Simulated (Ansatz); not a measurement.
**Si$_{8}$HO$_{16}$ (cell with a defect): density, localisation and related maps**

```cif
data_structure
_symmetry_space_group_name_H-M 'P 1'
_symmetry_Int_Tables_number 1
_cell_length_a 7.1083
_cell_length_b 7.1083
_cell_length_c 7.3717
_cell_angle_alpha 90.000
_cell_angle_beta 90.000
_cell_angle_gamma 90.000
_cell_volume 372.47
loop_
_atom_site_label
_atom_site_type_symbol
_atom_site_fract_x
_atom_site_fract_y
_atom_site_fract_z
_atom_site_occupancy
Si1 Si 0.49952 0.50075 0.00189 1
Si2 Si 0.99843 0.50091 0.50108 1
Si3 Si 0.00027 0.00144 0.00188 1
Si4 Si 0.49913 0.00017 0.50109 1
Si5 Si 0.74907 0.25025 0.25149 1
Si6 Si 0.24962 0.25138 0.75102 1
Si7 Si 0.24907 0.75026 0.25147 1
Si8 Si 0.74961 0.75136 0.75197 1
O1 O 0.91929 0.32933 0.37715 1
O2 O 0.42107 0.33084 0.87517 1
O3 O 0.42018 0.82842 0.37693 1
O4 O 0.91985 0.83109 0.87712 1
O5 O 0.82900 0.07973 0.12672 1
O6 O 0.32845 0.08152 0.62487 1
O7 O 0.32800 0.57882 0.12687 1
O8 O 0.82816 0.58025 0.62684 1
O9 O 0.67023 0.42129 0.12675 1
O10 O 0.16964 0.42069 0.62486 1
O11 O 0.17123 0.92219 0.12689 1
O12 O 0.66989 0.92192 0.62683 1
O13 O 0.57774 0.17060 0.37536 1
O14 O 0.07937 0.17254 0.87706 1
O15 O 0.07685 0.67157 0.37520 1
O16 O 0.58064 0.67231 0.87912 1
H1 H 0.25020 0.75043 0.75028 1
```

Spin-polarised.

Method: DFT PBE, scalar-relativistic, plane waves, PAW (Ansatz 0.2.0).

In a PAW calculation such maps are meaningful between the atoms, not at the nuclei.

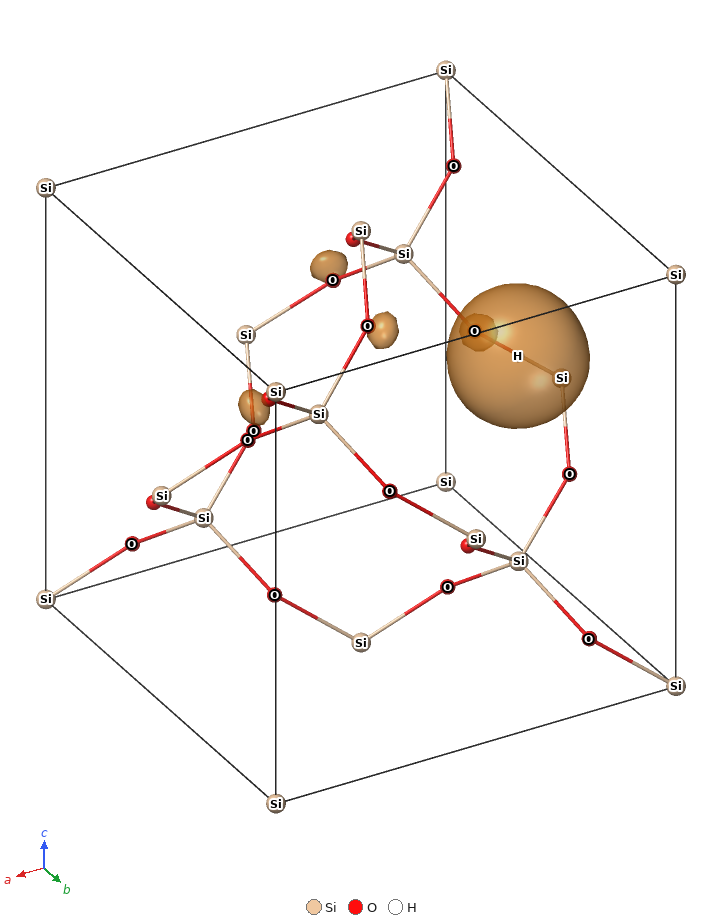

Figure 1. Isosurface of the spin density (up minus down) at +0.03 e/Å³ (orange), seen at an oblique angle. Sticks mark near contacts.

Which atoms carry the moments, and with what signs?

Answer. The spin density sits on H: +0.8 μB in one cell of 25 atoms: a single local moment. The cell of the calculation (25 atoms) carries 1.0 μB of net spin moment.

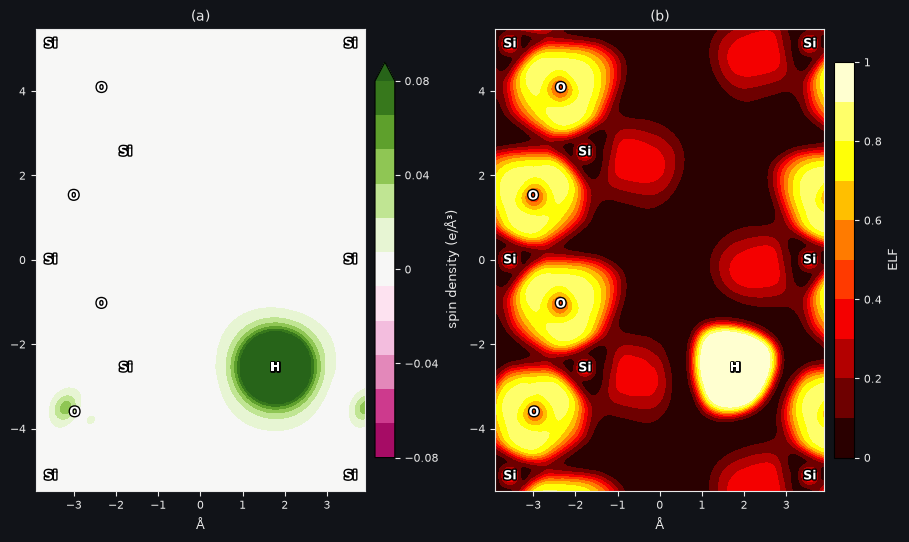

Figure 2. (a) spin density; (b) ELF on the (011) plane of the calculation cell.

What does the map show?

Answer. Atoms in the plane: Si, O and H. Si–O (1.62 Å): the ELF peaks at about 0.85 between the atoms, as expected for a polar covalent bond. The ELF also peaks beside O, away from the bonds: non-bonding electrons, paired or unpaired.

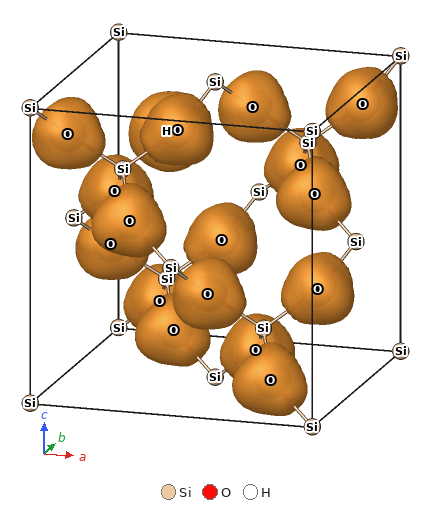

Figure 3. Isosurface of the ELF at 0.75 (orange), seen slightly off an axis. Only the valence region is drawn (cores and ρ < 0.01 e/Å³ removed). Sticks mark near contacts.

What do the ELF domains correspond to?

Answer. The ELF exceeds this value in one region around a hydrogen nucleus and 16 regions on O in which the atom's valence shell and bonds are merged, counted in one cell of 25 atoms. Any copies at cell faces, edges or corners count once. Profiles from the grid: O–H (2.58 Å): the ELF climbs to about 1 towards the hydrogen, as it does in any bond to H.

Metal or insulator at this level of theory?

Answer. It is gapped, with a Kohn–Sham gap of 4.4 eV on the k-point mesh (the band edges may lie off the mesh, which would make the gap smaller).
